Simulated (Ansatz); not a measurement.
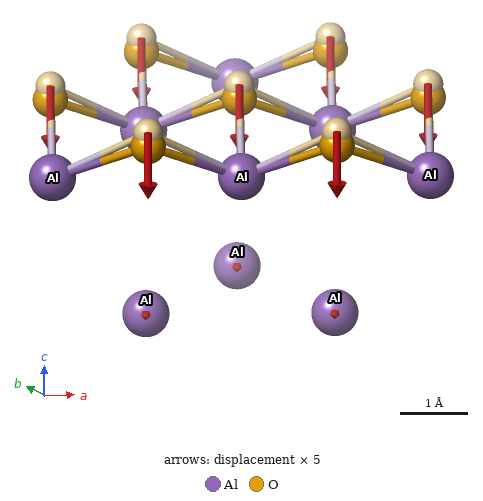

This is a constrained relaxation of a slab of composition Al$_{8}$O (cut from the P6_3/mmc phase). The starting structure is drawn faded, the final one solid; red arrows show the displacements, 5 times their true length.

A ball-and-stick model of the atoms within 4.2 Å of the atom that moves most (axes of the 3 × 2 repeat of the cell, outlined in the plane, without the vacuum), seen from a free direction.

Case: O put at a hollow Al-Al-Al site. The slab is the (0 0 1) face of Al with O on it. 4 atoms are held fixed.

Theory: Ansatz, DFT PBEsol, scalar-relativistic, plane waves, PAW.

Input
```yaml
crystal:
  lattice:
    - [2.8362844922, 0.0, 0.0]
    - [-1.4181422461, 2.4562944226, 0.0]
    - [0.0, 0.0, 35.3137615421]
  atoms:
    - { symbol: Al, position: [0.3333333333, 0.6666666667, 0.2406993656] }
    - { symbol: Al, position: [0.0, 0.0, 0.3066945262] }
    - { symbol: Al, position: [0.6666666667, 0.3333333333, 0.3726896867] }
    - { symbol: Al, position: [0.0, 0.0, 0.4386848473] }
    - { symbol: Al, position: [0.3333333333, 0.6666666667, 0.5041562492] }
    - { symbol: Al, position: [0.0, 0.0, 0.5704373706] }
    - { symbol: Al, position: [0.6666666667, 0.3333333333, 0.6367922409] }
    - { symbol: Al, position: [0.0, 0.0, 0.7041304592] }
    - { symbol: O, position: [0.3333333333, 0.6666666667, 0.7301826258] }
basis:
  ecutwfc: 420
kpoints:
  mp_grid: { grid: [12, 12, 1] }
hamiltonian:
  xc: pbesol
scf:
  occupations: { method: gaussian, width: 0.1 }
output:
  forces: true
  eigenvalues: true
  write_density: true
  write_potential: true
  elf: true
  volumetric_format: npy
relax:
  adjacent_minimum: "off"
  f_tol: 0.03
  max_steps: 70
  constraints: [{ sites: [0, 1, 2, 3] }]
efield:
  axis: 3
  dipole_correction: true
  ramp_width: 0.04
```

Run as
```bash
ansatz run input.yaml --threads 2 --pin off --max-ram 5120MiB --backend cpu --events-out ev --progress --plain --runs-dir out
```

**Atoms of which element are displaced furthest, and by how much?**

Oxygen: up to 0.21 Å, against 0.03 Å for aluminium.

**What did the optimiser do to the structure, and how much energy did it gain?**

Over 3 accepted moves (4 points after the start) the energy falls by 0.295 eV per cell of the calculation. The largest force component goes from 3 to 0.013 eV/Å. 1 step only repeated the SCF at the same geometry. O9 moves most: 0.21 Å along the normal (−c). By element the largest moves are O 0.21 Å, Al 0.03 Å. The lattice vectors keep their values. Among the contacts that change: Al8–O9 1.878 → 1.792 Å. Bond angles that change, for instance: Al8–O9–Al8 98.1° → 104.6°, O9–Al8–O9 98.1° → 104.6°.

Limits of the set-up: the periodic images lie only 2.8 Å apart, so the values are limited by the cell's size.
